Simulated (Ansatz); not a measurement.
## Energy of H along an even scaling of the cell

System: H (P4/mmm, 1 atom in the cell).
Method: Kohn-Sham DFT of a periodic cell, PBE, Ansatz PAW, no spin polarisation (Ansatz 0.2.0).

The 6 runs differ only in the geometry, by an even scaling of the cell at fixed fractional positions. The structure derives from a Materials Project entry.

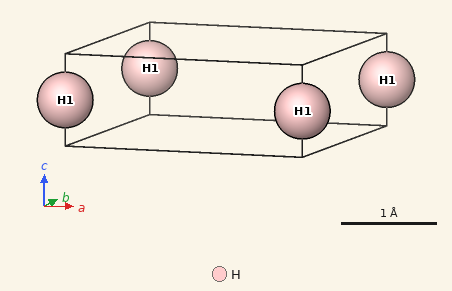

Figure 1. The structure of run 4 (ball-and-stick view of the cell of the calculation, seen slightly off an axis; atoms are numbered from 1 in the order of the input).

**Input of run 4**
```yaml
crystal:
  lattice:
    - [2.6496387389, 0.0, 0.0]
    - [0.0, 2.6496387389, 0.0]
    - [0.0, 0.0, 0.98049292]
  atoms:
    - { symbol: H, position: [0.0, 0.0, 0.5] }
hamiltonian:
  xc: pbe
  pseudopotentials: { kind: paw }
kpoints:
  mp_grid: { grid: [10, 10, 26] }
scf:
  occupations: { method: fermi_dirac, width: 0.05 }
output:
  forces: true
  stress: true
  eigenvalues: true
```

Command:
```bash
ansatz run input.yaml --threads 2 --pin off --max-ram 5120MiB --backend cpu --events-out ev --progress --plain --runs-dir out
```

Lattice vectors (Å) and fractional positions of run 4:
```
   2.649639    0.000000    0.000000
   0.000000    2.649639    0.000000
   0.000000    0.000000    0.980493
H   0.000000  0.000000  0.500000
```

Run 3 differs from it as follows:
```diff
-    - [2.6496387389, 0.0, 0.0]
-    - [0.0, 2.6496387389, 0.0]
-    - [0.0, 0.0, 0.98049292]
+    - [2.6318553927, 0.0, 0.0]
+    - [0.0, 2.6318553927, 0.0]
+    - [0.0, 0.0, 0.9739122323]
```

**Results, with one run withheld**

| run | volume per atom (Å³) | free energy per atom, from the lowest run given (meV) | pressure (GPa) |
| --- | --- | --- | --- |
| 1 | 6.471 | 10.19 | 4.61 |
| 2 | 6.608 | 6.64 | 3.62 |
| 3 | 6.746 | ? | ? |
| 4 | 6.884 | 1.95 | 1.88 |
| 5 | 7.159 | 0.03 | 0.39 |
| 6 | 7.297 | 0.00 | −0.27 |

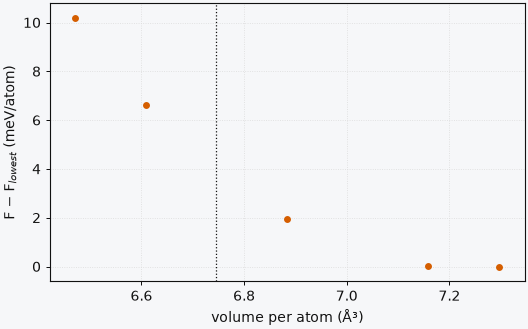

Figure 2. Free energy per atom of the runs given; the dotted line marks run 3.

What should run 3 give?

A cubic polynomial in V^(−2/3) (the Birch–Murnaghan form), fitted to the 5 runs given, misses them by at most 0.01 meV per atom. With x = V^(−2/3) − 0.27666 Å⁻², it reads F = 2.0835 + 451.9 x + 23644 x² − 24673 x³ (meV per atom). At run 3 it gives 3.91 meV per atom, and the run itself gives 3.95. The slope of the fit gives a pressure −dF/dV of 2.72 GPa there, and the run prints 2.71 GPa. The fit has its minimum at 7.238 Å³ per atom, where V d²F/dV² gives 34.2 GPa. Cell shape and fractional positions are held, so this is the stiffness under even scaling; the relaxed bulk modulus wasn't computed.

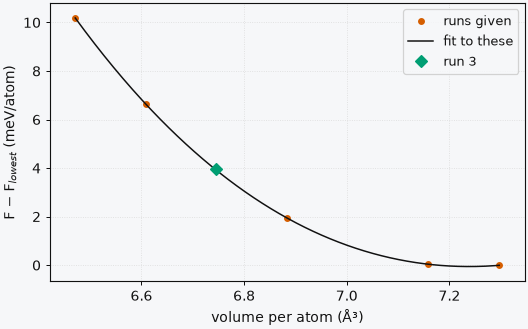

Figure 3. The fit and the withheld run.

**Output, shortened to warnings, some set-up lines, iterations and results (run 3)**
```
Basis set: ecut = 420 eV, 135 PW (Γ), exchange–correlation on 36×36×16 points (8 copies of the dense FFT grid, shifted against one another)
Symmetry: 16 space group operations
k-points: 294 of 2600
Initial density: superposition of atomic densities (neutral atoms: chi_scale 0, normalization atom), corrected by the library's trained network
[...]
SCF iter   1: F=—  HF=-15.500854 eV  |F-HF|=—  |Δ(HF+E_count)|=         —  Δρ=8.55e-3  dr2=5.25e-3  ethr=1.77e-3  ⟨swp⟩=5.2  Hψ=14410  notcnv=0
SCF iter   2: F=—  HF=-15.500695 eV  |F-HF|=—  |Δ(HF+E_count)|=   1.58e-4  Δρ=3.75e-3  dr2=1.06e-3  ethr=5.25e-4  ⟨swp⟩=2.0  Hψ=4908  notcnv=0
SCF iter   3: F=—  HF=-15.500919 eV  |F-HF|=—  |Δ(HF+E_count)|=   2.24e-4  Δρ=2.98e-4  dr2=2.46e-6  ethr=1.06e-4  ⟨swp⟩=2.3  Hψ=3974  notcnv=0
SCF iter   4: F=—  HF=-15.500895 eV  |F-HF|=—  |Δ(HF+E_count)|=   2.45e-5  Δρ=3.91e-5  dr2=9.21e-8  ethr=2.46e-7  ⟨swp⟩=1.6  Hψ=2906  notcnv=0
SCF iter   5: F=-15.500895 eV  HF=-15.500895 eV  |F-HF|=1.06e-9  |Δ(HF+E_count)|=   1.85e-8  Δρ=2.60e-6  dr2=2.48e-10  ethr=9.21e-9  ⟨swp⟩=1.0  Hψ=2646  notcnv=0
SCF iter   6: F=-15.500895 eV  HF=-15.500895 eV  |F-HF|=1.52e-12  |Δ(HF+E_count)|=   1.24e-9  Δρ=1.88e-7  dr2=2.62e-12  ethr=2.48e-11  ⟨swp⟩=1.2  Hψ=5499  notcnv=0
SCF 1 converged in 6 iterations: F = -15.500895 eV  dr2 = 2.62e-12
SCF converged after 6 iterations
Free energy (F): -15.500895 eV
Harris-Foulkes:  -15.500895 eV  (|F-HF|=1.52e-12)
Internal energy: -15.500871 eV  (E = F + TS)
E sigma→0 (E₀):  -15.500883 eV
Entropy (-TS):   -0.000024 eV (-0.024 meV/atom)
Fermi energy:    -1.010422 eV
--- Per-component energies (eV) ---
  E_band       = -7.599887
  E_kinetic    = 13.465316
  E_local      = -18.930878  (includes V_loc(G=0)·N_el)
  E_nonlocal   = 1.526051
  E_hartree    = 4.202787
  E_xc         = -8.875489
  E_vxc        = -11.449924  (∫ρ·V_xc dr)
  E_paw        = -0.495118  (= ΣΔE_a)
  E_vpaw       = -0.614801  (= ΣTr[D̂ρ^β])
  E_aug_tail   = -0.001219  (compensation charges beyond the density's cutoff)
  E_ewald      = -6.392321
  E_smearing   = -0.000024  (= −TS)
  E_closure    = 0.000000  (closes the sum)
  Σ components = -15.500895   (vs F -15.500895, Δ=0.00e0)
--- Forces (eV/Å), atoms counted from 1 ---
  atom   1  H      0.00000000    -0.00000000     0.00000000
  max |Σ_I F_I| component: 4.24e-33 eV/Å
--- Stress (GPa, compression-positive) ---
        2.797717       0.000000       0.000000
        0.000000       2.797717       0.000000
        0.000000       0.000000       2.548982
  P = ⅓ Tr σ = 2.7148 GPa (27.148 kbar)
```
